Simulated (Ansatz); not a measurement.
System: BaHfO3.

The calculation's input:

```
crystal:
  lattice:
    - [4.1770517732, 0.0, 0.0]
    - [0.0, 4.1770517732, 0.0]
    - [0.0, 0.0, 4.1770487591]
  atoms:
    - { symbol: Ba, position: [0.5, 0.5, 0.9979971634] }
    - { symbol: Hf, position: [0.0, 0.0, 0.4979944625] }
    - { symbol: O, position: [0.0, 0.5, 0.4980131235] }
    - { symbol: O, position: [0.5, 0.0, 0.4980131235] }
    - { symbol: O, position: [0.0, 0.0, 0.9980039171] }
kpoints:
  mp_grid: { grid: [4, 4, 4] }
  band_path:
    path:
      - [0.0, 0.0, 0.0]
      - [0.0, 0.5000001203, 0.0]
      - [0.5000001203, 0.5000001203, 0.0]
      - [0.5000001203, 0.5000001203, 0.4999997595]
    npoints: 1
hamiltonian:
  xc: hse06
scf:
  occupations: { method: fixed }
  n_extra_bands: 5
output:
  forces: true
  stress: true
  eigenvalues: true
  write_density: true
  write_potential: true
  elf: true
  volumetric_format: npy
```

Run with:

```sh
ansatz run input.yaml --threads 4 --pin off --max-ram 4608MiB --backend cpu --events-out ev --progress --plain --runs-dir out
```

Below, planes, directions and counts refer to the conventional cell (a = 4.18 Å, b = 4.18 Å, c = 4.18 Å, α = 90.00°, β = 90.00°, γ = 90.00°).

Space group Pm-3m; a structure from a database of computed crystals, not necessarily the ambient phase; started from the database structure prototype, which need not be the ambient phase.

Theory: DFT, HSE06, plane waves, PAW (Ansatz 0.2.0).

Predict the valence pseudo-density and electron localisation function between the atoms.

Hf–O (2.09 Å): ρ is about 0.75 e/Å³ halfway; the ELF peaks at about 0.85 in the valence shell of O, 0.6 Å from its nucleus, and drops to about 0.15 between the two atoms: no shared electron pair shows on this line.
Ba–O (2.95 Å): ρ at the midpoint is about 0.15 e/Å³; the ELF is about 0.10 at the midpoint; a closed-shell, largely ionic contact.

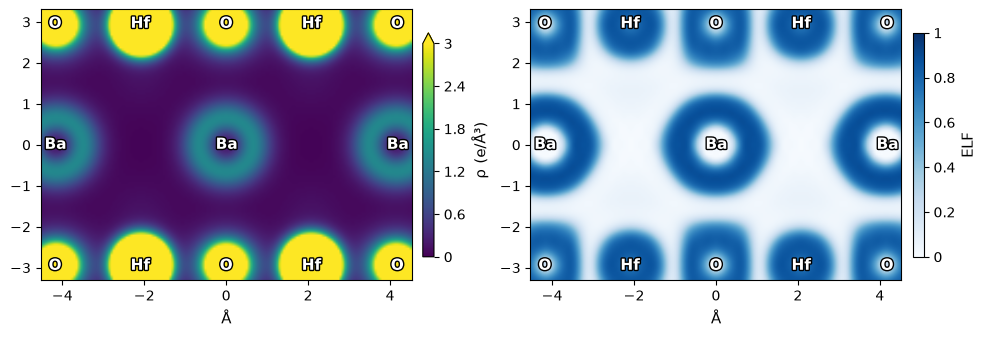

Computed valence pseudo-density and electron localisation function on the (101) plane of the conventional cell, in this order. 

Core electrons are frozen (PAW), and the valence fields are smoothed inside the atomic spheres.
